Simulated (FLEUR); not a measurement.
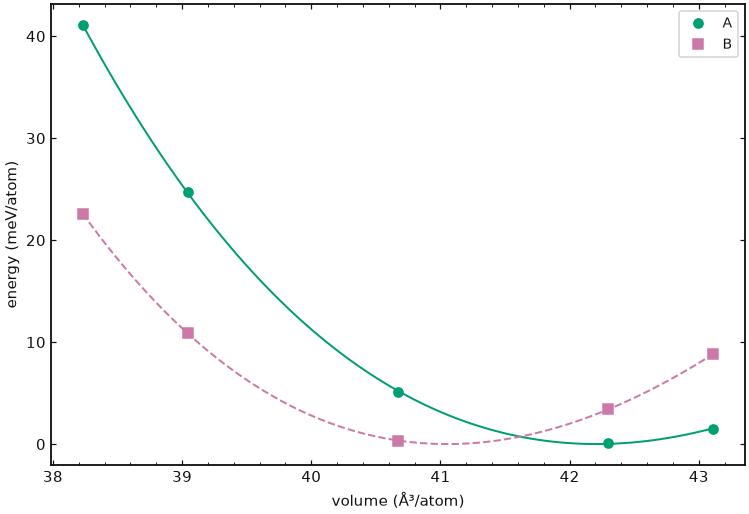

The figure compares two calculations of the energy against volume, each curve from its own zero. The first is for Pb, space group Fd-3m (No. 227).

The cell holds 2 atoms.

Calculation (FLEUR MaX-R8.1 (later development tree)): all-electron LAPW DFT, no spin polarisation; energies at scaled volumes of the given cell, shape and fractions fixed, counted from the fit's minimum, third-order Birch-Murnaghan fit. Level: SCAN.

```csv
setting,value
k mesh,7×7×7
occupations,Fermi–Dirac
smearing width,0.05 eV
potentials,all electron
program settings,"basis FLAPW, kmax 4.1 1/bohr"
```

In the second, the level changes from SCAN to r2SCAN.

Question: Which of A and B is the second calculation, and what did the change do?

Answer: A. The equilibrium volume rises from 41.05 to 42.21 Å³/atom (+2.8 %) and the bulk modulus falls from 31.1 to 27.1 GPa (−13 %).

For both, limits of the calculation: spin-orbit coupling left out, heavy elements.

V0 and the bulk modulus come from third-order Birch–Murnaghan fits.
